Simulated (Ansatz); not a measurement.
System: Sn₁₅Se₁₆ (cell with a defect).

Input

```
crystal:
  lattice:
    - [0.0, 0.0, 9.1345599389]
    - [0.0, -8.4107882856, -4.5672799694]
    - [11.7847581039, 0.0, 0.0]
  atoms:
    - { symbol: Sn, position: [0.7543014723, 0.125, 0.6211841732] }
    - { symbol: Sn, position: [0.0043014723, 0.625, 0.6211841732] }
    - { symbol: Sn, position: [0.5043014723, 0.625, 0.6211841732] }
    - { symbol: Sn, position: [0.6293014723, 0.375, 0.8788158268] }
    - { symbol: Sn, position: [0.1293014723, 0.375, 0.8788158268] }
    - { symbol: Sn, position: [0.3793014723, 0.875, 0.8788158268] }
    - { symbol: Sn, position: [0.8793014723, 0.875, 0.8788158268] }
    - { symbol: Sn, position: [0.4956985277, 0.375, 0.3788158268] }
    - { symbol: Sn, position: [0.9956985277, 0.375, 0.3788158268] }
    - { symbol: Sn, position: [0.2456985277, 0.875, 0.3788158268] }
    - { symbol: Sn, position: [0.7456985277, 0.875, 0.3788158268] }
    - { symbol: Sn, position: [0.1206985277, 0.125, 0.1211841732] }
    - { symbol: Sn, position: [0.6206985277, 0.125, 0.1211841732] }
    - { symbol: Sn, position: [0.8706985277, 0.625, 0.1211841732] }
    - { symbol: Sn, position: [0.3706985277, 0.625, 0.1211841732] }
    - { symbol: Se, position: [0.4494566184, 0.375, 0.1451509857] }
    - { symbol: Se, position: [0.9494566184, 0.375, 0.1451509857] }
    - { symbol: Se, position: [0.1994566184, 0.875, 0.1451509857] }
    - { symbol: Se, position: [0.6994566184, 0.875, 0.1451509857] }
    - { symbol: Se, position: [0.6755433816, 0.375, 0.6451509857] }
    - { symbol: Se, position: [0.1755433816, 0.375, 0.6451509857], spin: 0.667 }
    - { symbol: Se, position: [0.4255433816, 0.875, 0.6451509857] }
    - { symbol: Se, position: [0.9255433816, 0.875, 0.6451509857], spin: 0.667 }
    - { symbol: Se, position: [0.0744566184, 0.125, 0.3548490143] }
    - { symbol: Se, position: [0.5744566184, 0.125, 0.3548490143] }
    - { symbol: Se, position: [0.8244566184, 0.625, 0.3548490143] }
    - { symbol: Se, position: [0.3244566184, 0.625, 0.3548490143] }
    - { symbol: Se, position: [0.3005433816, 0.125, 0.8548490143], spin: 0.667 }
    - { symbol: Se, position: [0.8005433816, 0.125, 0.8548490143] }
    - { symbol: Se, position: [0.0505433816, 0.625, 0.8548490143] }
    - { symbol: Se, position: [0.5505433816, 0.625, 0.8548490143] }
  host:
    lattice:
      - [11.7847581039, 0.0, 0.0]
      - [0.0, 4.2053941428, 0.0]
      - [0.0, 0.0, 4.5672799694]
    atoms:
      - { symbol: Sn, position: [0.6211841732, 0.75, 0.3836029445] }
      - { symbol: Sn, position: [0.8788158268, 0.25, 0.8836029445] }
      - { symbol: Sn, position: [0.3788158268, 0.25, 0.6163970555] }
      - { symbol: Sn, position: [0.1211841732, 0.75, 0.1163970555] }
      - { symbol: Se, position: [0.1451509857, 0.25, 0.5239132367] }
      - { symbol: Se, position: [0.6451509857, 0.25, 0.9760867633] }
      - { symbol: Se, position: [0.3548490143, 0.75, 0.0239132367] }
      - { symbol: Se, position: [0.8548490143, 0.75, 0.4760867633] }
basis:
  ecutwfc: 420
  xc_grid: 2
kpoints:
  mp_grid: { grid: [2, 2, 2], shift: [0.0, 0.0, 0.0] }
hamiltonian:
  xc: pbe
scf:
  occupations: { method: gaussian, width: 0.01 }
output:
  forces: true
  stress: false
  eigenvalues: true
  populations: true
  charged_corrections:
    defect_position: [0.25430147, 0.125, 0.62118417]
    epsilon: [[28.5818, 0.0, 0.0], [0.0, 47.4262, 0.0], [0.0, 0.0, 32.8783]]
  write_density: true
  write_potential: true
  elf: true
  volumetric_format: npy
magnetization:
  spin_polarized: true
relax:
  adjacent_minimum: "off"
  f_tol: 0.025
  max_steps: 45
```

Run with:

```sh
ansatz run input.yaml --threads 4 --pin off --max-ram 10240MiB --backend cpu --events-out ev --progress --plain --runs-dir out
```

The fields are those of the run's last geometry, not of the input's.

The SCF solution may not be the lowest one; the program warned that a starting moment wasn't kept; spin-polarised, but the moments vanished.

Theory: DFT PBE, scalar-relativistic, plane waves, PAW (Ansatz 0.2.0).

### What can the converged valence pseudo-density and electron localisation function tell about the bonding?

Sn–Se (2.76 Å): ρ at the midpoint is about 0.35 e/Å³; the ELF is about 0.55 at the midpoint.
Sn–Se (2.81 Å): the density is about 0.32 e/Å³ at the midpoint; the ELF is about 0.55 at the midpoint.
Sn–Se (2.82 Å): ρ is about 0.32 e/Å³ halfway; the ELF is about 0.50 at the midpoint.

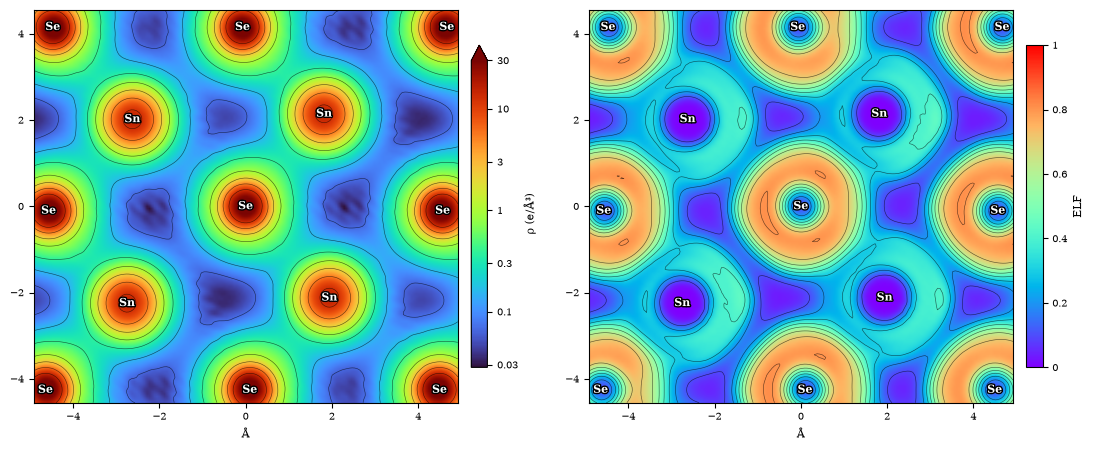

Computed valence pseudo-density and electron localisation function on the (001) plane of the calculation cell, in this order. 

The density is the valence pseudo-density of a PAW calculation; it isn't the true density close to the nuclei.
